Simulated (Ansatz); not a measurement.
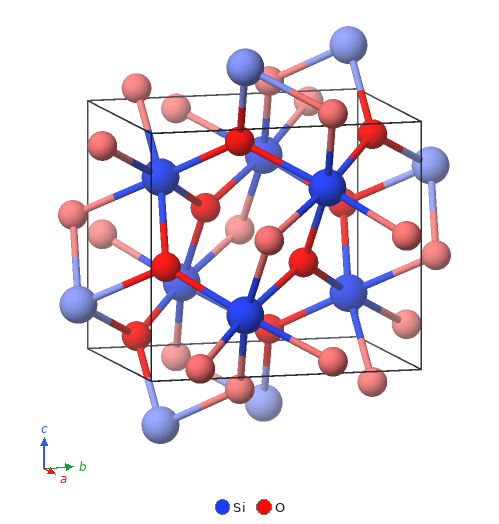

A ball-and-stick picture of a crystal structure, seen slightly off an axis. The wireframe shows the conventional unit cell. Atoms just outside the outline that bond to atoms inside are added, in fainter colours.

SiO$_{2}$, space group Pbcn (No. 60), a = 4.071 Å, b = 5.030 Å, c = 4.483 Å, α = 90.00°, β = 90.00°, γ = 90.00°. The initial geometry was a structure type filled with these elements by a generator (whether the compound takes this form wasn't checked). Earlier steps of the study may have refined or changed the cell and positions. Ansatz was used for an electronic-structure calculation on it.

This one geometry was computed with Ansatz (DFT, plane waves, PAW) at four levels of theory: PBE, r2SCAN, HSE06 and PBE0. It was relaxed beforehand with r2SCAN.

Which level gives the highest pressure at this volume, and what does that say about its equilibrium volume?

Answer. Highest: PBE (9.7 GPa), which points to the largest equilibrium volume. Lowest, with the smallest volume: HSE06 (-2.1 GPa) and PBE0 (-2.1 GPa). Levels within 0.5 GPa of each other can't be told apart.

How does the band gap change with the level of theory?

Answer. PBE: a gap of 5.81 eV, direct; r2SCAN: a gap of 6.75 eV, direct; HSE06: a gap of 7.86 eV, direct; PBE0: a gap of 8.63 eV, direct.

Collect the results in a table.

Answer.
| level | cutoff (eV) | k-mesh of the run's cell | gap (eV) | pressure (GPa) |
| --- | --- | --- | --- | --- |
| PBE | 420 | 6×6×6 | 5.81 | 9.7 |
| r2SCAN | 500 | 6×6×6 | 6.75 | 0.0 |
| HSE06 | 420 | 4×4×4 | 7.86 | -2.1 |
| PBE0 | 420 | 4×4×4 | 8.63 | -2.1 |

Gaps are taken on the k-mesh or band path of each run.
